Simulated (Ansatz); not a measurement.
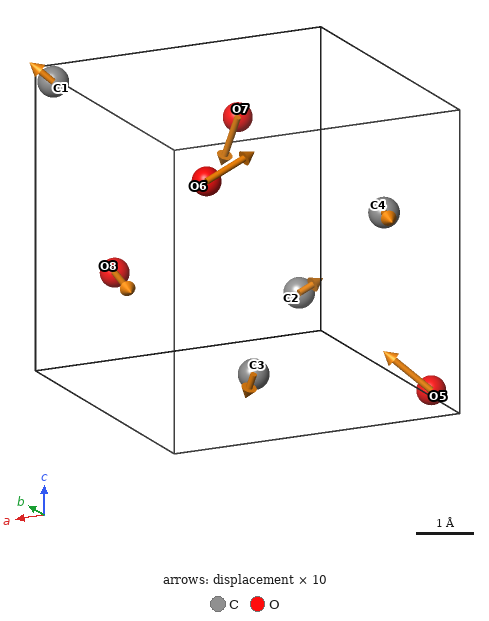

A relaxation of solid CO (set up in P2_13) (coarse preliminary run). The starting structure is drawn; orange arrows show the displacements (the part carried along by the change of the cell is left out), 10 times their true length.

Style: ball-and-stick. Shown: the cell of the calculation, from a free direction.

These are results of DFT PBEsol, scalar-relativistic, plane waves, PAW (Ansatz 0.2.0), not measurements.

Input
```yaml
crystal:
  lattice:
    - [5.63, 0.0, 0.0]
    - [0.0, 5.63, 0.0]
    - [0.0, 0.0, 5.63]
  atoms:
    - { symbol: C, position: [0.958, 0.958, 0.958] }
    - { symbol: C, position: [0.542, 0.042, 0.458] }
    - { symbol: C, position: [0.458, 0.542, 0.042] }
    - { symbol: C, position: [0.042, 0.458, 0.542] }
    - { symbol: O, position: [0.067, 0.067, 0.067] }
    - { symbol: O, position: [0.433, 0.933, 0.567] }
    - { symbol: O, position: [0.567, 0.433, 0.933] }
    - { symbol: O, position: [0.933, 0.567, 0.433] }
basis:
  ecutwfc: 420
kpoints:
  mp_grid: { grid: [4, 4, 4] }
hamiltonian:
  xc: pbesol
scf:
  occupations: { method: gaussian, width: 0.1 }
output:
  forces: true
  stress: true
  eigenvalues: true
relax:
  adjacent_minimum: "off"
  f_tol: 0.05
  max_steps: 80
  cell: { stress_tol: 0.5 }
```

Run as
```bash
ansatz run input.yaml --threads 2 --pin off --max-ram 5120MiB --backend cpu --events-out ev --progress --plain --runs-dir out
```

Which element moves most?

Oxygen: up to 0.11 Å, against 0.06 Å for carbon.

What did the optimiser do to the structure, and how much energy did it gain?

The largest moves relative to the cell, 0.11 Å, are those of O5, O6, O7 and O8. O6 goes along [−1 −1 1]. Largest moves by element: O 0.11 Å, C 0.06 Å. Cell: a = b = c 5.630 → 5.706 Å (+1.3 %). Volume +4.1 %. Near-neighbour distances that change, for instance: C1–O5 1.063 → 1.133 Å. The space group stays P2_13 (No. 198). Over 3 accepted moves (4 points after the start) the energy falls by 167 meV per atom. The largest force component goes from 6 to 0.0016 eV/Å. Pressure: 13.45 GPa at the start and 0.20 GPa at the end. The SCF was repeated once at an unchanged geometry on a basis and grid sized afresh for the cell, which shifted the energy by 3.0 meV per atom at most. The run took 11 s on 2 threads of Arm Neoverse V2, with other jobs on the host, peak memory 0.37 GiB.
